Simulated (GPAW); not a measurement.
# Optical response of KCl (Sylvite)

Wanted: where KCl (Sylvite) starts to absorb, how strongly, and its refractive index.

Main program and level: GPAW 26.7.0; DFT, PBE, plane-wave PAW (GPAW data sets), scalar-relativistic, RPA, optical limit.

## Step 1: Starting point

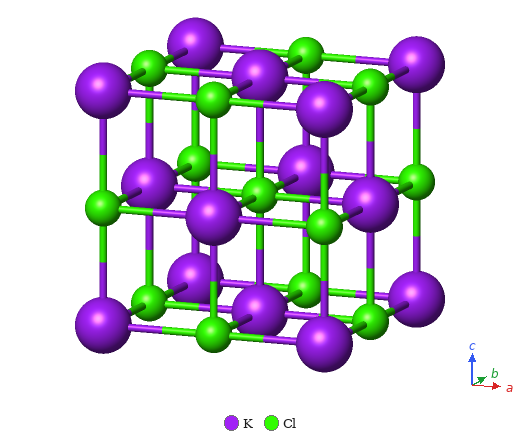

The cell as given, slightly off an axis (potassium purple, chlorine green). This picture shows the conventional cell, with its axes. Some periodic images of atoms are drawn too.

Coordinates:

```cif
data_structure
_symmetry_space_group_name_H-M 'Fm-3m'
_symmetry_Int_Tables_number 225
_cell_length_a 6.2929
_cell_length_b 6.2929
_cell_length_c 6.2929
_cell_angle_alpha 90.000
_cell_angle_beta 90.000
_cell_angle_gamma 90.000
_cell_volume 249.21
loop_
_atom_site_label
_atom_site_type_symbol
_atom_site_symmetry_multiplicity
_atom_site_Wyckoff_symbol
_atom_site_fract_x
_atom_site_fract_y
_atom_site_fract_z
_atom_site_occupancy
K1 K 4 a 0.00000 0.00000 0.00000 1
Cl1 Cl 4 b 0.50000 0.00000 0.00000 1
```

## Step 2: Dielectric function, RPA

Transitions between filled and empty bands, summed over the zone, give the optical response, so mesh, band count and broadening shape it.

The induced potential is part of this response.

df.py

```python
from gpaw.response.df import DielectricFunction

df = DielectricFunction('full.gpw', frequencies={'type': 'nonlinear', 'domega0': 0.03, 'omega2': 8},
                        ecut=50,
                        eta=0.15,
                        nbands=38,
                        txt='df.txt')
for direction in ['x']:
    df.get_dielectric_function(xc='RPA', direction=direction, filename=f'df_{direction}.csv')
```

Launch:

```bash
$ OMP_NUM_THREADS=1 python df.py
```

The log of the run:

```text
Using integrator: PointIntegrator
NonLinearFrequencyDescriptor(from 0.000 to 64.819 eV, 497 points)
Nonperiodic BCs:  [False False False]
Using integrator: PointIntegrator
NonLinearFrequencyDescriptor(from 0.000 to 64.819 eV, 497 points)
Nonperiodic BCs:  [False False False]

Calculating chi0 body with:
    Ground state adapter containing:
    Number of spins: 1
    Number of kpoints: 1000
    Number of irreducible kpoints: 47
    Number of completely occupied states: 8
    Number of partially occupied states: 8

    Linear response parametrization:
    q_c: [0.0, 0.0, 0.0]
    Number of frequency points: 497
    Planewave cutoff: 50.0
    Number of bands: 38
    Number of planewaves: 59
    Broadening (eta): 0.15

Integrating chi0 body.

Symmetries of q_c:
    Direct symmetries (Uq -> q): 48
    Indirect symmetries (TUq -> q): 0
In total 48 allowed symmetries.

47 groups of equivalent kpoints. 95.3% reduction.

Integral kind: spectral function

Calculating chi0 optical extensions with:
    Ground state adapter containing:
    Number of spins: 1
    Number of kpoints: 1000
    Number of irreducible kpoints: 47
    Number of completely occupied states: 8
    Number of partially occupied states: 8

    Linear response parametrization:
    Number of frequency points: 497
    Planewave cutoff: 50.0
    Number of bands: 38
    Number of planewaves: 59
    Broadening (eta): 0.15
Integrating chi0 head and wings.

Symmetries of q_c:
    Direct symmetries (Uq -> q): 48
    Indirect symmetries (TUq -> q): 0
In total 48 allowed symmetries.

47 groups of equivalent kpoints. 95.3% reduction.

Integral kind: spectral function wings
```

The job ended after 12 s (1 thread of Arm Neoverse V1, shared host; peak memory 0.28 GiB).

Read-outs, printed or worked out from the files:

```
electronic dielectric constant ε∞, mean over x, y and z (by symmetry where fewer were run) : 2.167
main peak of Im epsilon, first axis                                                        : 8.020 eV
```

The Im ε, E ∥ x has structure finer than the step of the table below, so its rows give means over 1 eV, whole bins alone (the curve runs from 0 to 14.0 eV). Peaks (eV: height): 8.0: 2.66, 11.1: 2.33.

Values under the direct gap are tails of Lorentzian lines. The Im ε, E ∥ x by photon energy; means over each step:

| photon energy (eV) | Im ε, E ∥ x |
| --- | --- |
| 1 | 0.00368 |
| 2 | 0.00816 |
| 3 | 0.0149 |
| 4 | 0.0290 |
| 5 | 0.137 |
| 6 | 0.543 |
| 7 | 1.19 |
| 8 | 2.15 |
| 9 | 1.33 |
| 10 | 1.45 |
| 11 | 2.18 |
| 12 | 1.20 |
| 13 | 0.747 |

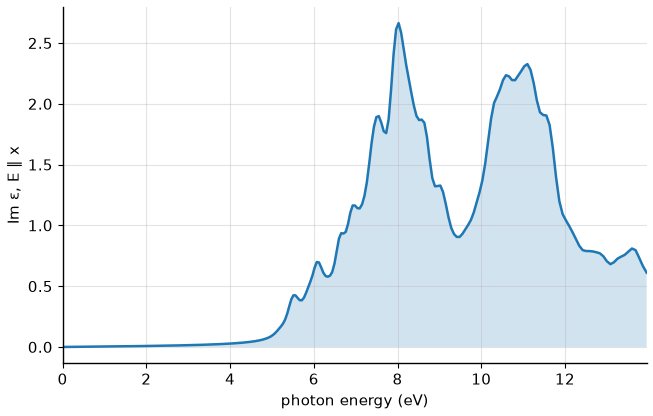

Im ε, E ∥ x, plotted against photon energy.

Table of Re ε, E ∥ x by photon energy:

| photon energy (eV) | Re ε, E ∥ x |
| --- | --- |
| 0 | 2.17 |
| 1 | 2.18 |
| 2 | 2.22 |
| 3 | 2.29 |
| 4 | 2.43 |
| 5 | 2.73 |
| 6 | 2.99 |
| 7 | 3.02 |
| 8 | 2.41 |
| 9 | 1.39 |
| 10 | 2.29 |
| 11 | 1.21 |
| 12 | 0.331 |
| 13 | 0.741 |

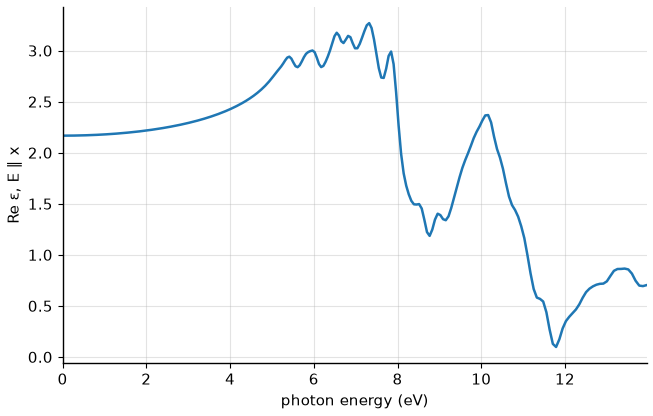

Re ε, E ∥ x against photon energy.

The Im ε, E ∥ x has structure finer than the step of the table below, so its rows give means over 1 eV, whole bins alone (the curve runs from 0 to 14.0 eV). Peaks (eV: height): without local fields 8.0: 3.89, 10.2: 4.02; with local fields 8.0: 2.66, 11.1: 2.33.

Values under the direct gap are tails of Lorentzian lines. Im ε, E ∥ x against photon energy; means over each step:

| photon energy (eV) | without local fields | with local fields |
| --- | --- | --- |
| 1 | 0.00520 | 0.00368 |
| 2 | 0.0115 | 0.00816 |
| 3 | 0.0208 | 0.0149 |
| 4 | 0.0395 | 0.0290 |
| 5 | 0.165 | 0.137 |
| 6 | 0.648 | 0.543 |
| 7 | 1.80 | 1.19 |
| 8 | 3.09 | 2.15 |
| 9 | 1.93 | 1.33 |
| 10 | 3.12 | 1.45 |
| 11 | 2.61 | 2.18 |
| 12 | 1.03 | 1.20 |
| 13 | 0.978 | 0.747 |

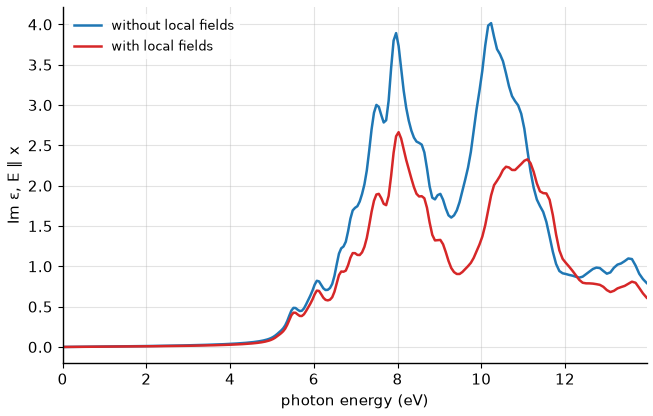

Im ε, E ∥ x, plotted against photon energy.

The loss function −Im 1/ε at q → 0, E ∥ x has structure finer than the step of the table below, so its rows give means over 1 eV, whole bins alone (the curve runs from 0 to 14.0 eV). Peaks (eV: height): 8.8: 0.407, 12.3: 0.884.

Values under the direct gap are tails of Lorentzian lines. The loss function −Im 1/ε at q → 0, E ∥ x by energy loss; means over each step:

| energy loss (eV) | loss function −Im 1/ε at q → 0, E ∥ x |
| --- | --- |
| 1 | 7.7e-4 |
| 2 | 0.00165 |
| 3 | 0.00283 |
| 4 | 0.00486 |
| 5 | 0.0172 |
| 6 | 0.0607 |
| 7 | 0.105 |
| 8 | 0.226 |
| 9 | 0.343 |
| 10 | 0.210 |
| 11 | 0.363 |
| 12 | 0.765 |
| 13 | 0.652 |

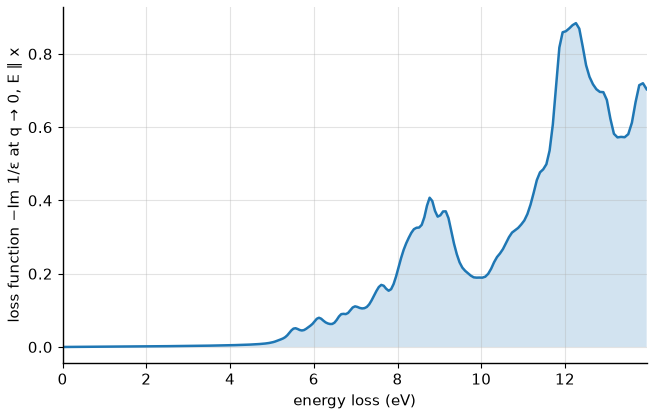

Loss function −Im 1/ε at q → 0, E ∥ x, plotted against energy loss.

The reflectivity at normal incidence, E ∥ x has structure finer than the step of the table below, so its rows give means over 1 eV, whole bins alone (the curve runs from 0 to 14.0 eV). Peaks (eV: height): 8.0: 14.0, 11.7: 16.8.

Reflectivity at normal incidence, E ∥ x against photon energy; means over each step:

| photon energy (eV) | reflectivity at normal incidence, E ∥ x (%) |
| --- | --- |
| 1 | 3.70 |
| 2 | 3.87 |
| 3 | 4.19 |
| 4 | 4.78 |
| 5 | 6.13 |
| 6 | 7.33 |
| 7 | 9.49 |
| 8 | 11.8 |
| 9 | 6.54 |
| 10 | 7.76 |
| 11 | 13.2 |
| 12 | 11.3 |
| 13 | 3.91 |

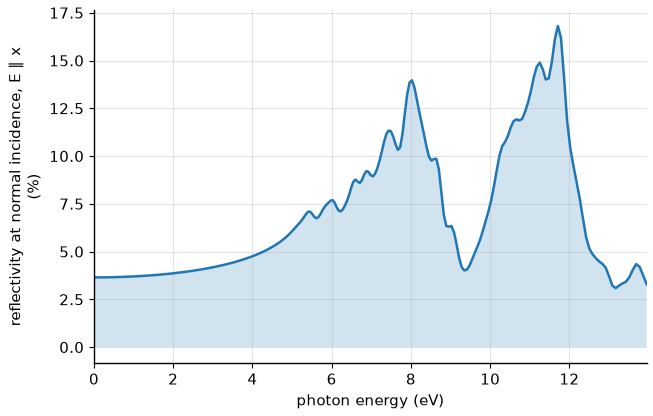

Reflectivity at normal incidence, E ∥ x, plotted against photon energy.

At chosen wavelengths:

| wavelength (nm) | n | k | R (%) | 1/α |
| --- | --- | --- | --- | --- |
| 1064 | 1.48 | 0.001 | 3.7 | 58 µm |
| 800 | 1.48 | 0.002 | 3.8 | 32 µm |
| 633 | 1.49 | 0.003 | 3.9 | 19 µm |
| 450 | 1.51 | 0.004 | 4.1 | 8.5 µm |
| 405 | 1.52 | 0.005 | 4.2 | 6.4 µm |
| 365 | 1.53 | 0.006 | 4.4 | 4.8 µm |
| 193 | 1.75 | 0.173 | 7.9 | 89 nm |

Below the direct gap, k and the depth come from the tails of the Lorentzian lines, not from transitions.

Rows near the edge hang on the gap, which this functional as a rule makes too small, and phonon-assisted absorption is left out.

## Step 3: Summary of results

```
electronic dielectric constant ε∞, mean over x, y and z (by symmetry where fewer were run) (RPA) : 2.17
main peak of Im epsilon, first axis                                                              : 8.02 eV
```

In words: At this level (PBE, RPA) KCl has ε∞ = 2.17 and n = 1.47 at 1550 nm, and Im ε peaks at 8.0 eV. Local fields change the static value along x from 2.57 to 2.17 (-16 %). Distinct maxima of Im ε, read by a parabola through the highest points, lie at 7.53 eV (1.9), 8.02 eV (2.7), 11.09 eV (2.3) and 13.61 eV (0.81). Excitons and phonon-assisted transitions are missing; PBE gaps are as a rule too small, which pulls the onset down and ε∞ up. The sum runs over mesh points, so small or evenly spaced maxima can still be ripples of the mesh.

[Machine, clock and banner lines and Python warnings are left out of the logs.]

[Logs are printed without paths, hosts, clocks, repeated set-up lines and the standing remarks that a program may print on its own settings, such as how far it seeks lower states.]

[Hosts, paths, dates, database ids (printed as entryN), source tags and the programs' standing remarks are cut or masked in the printed files.]
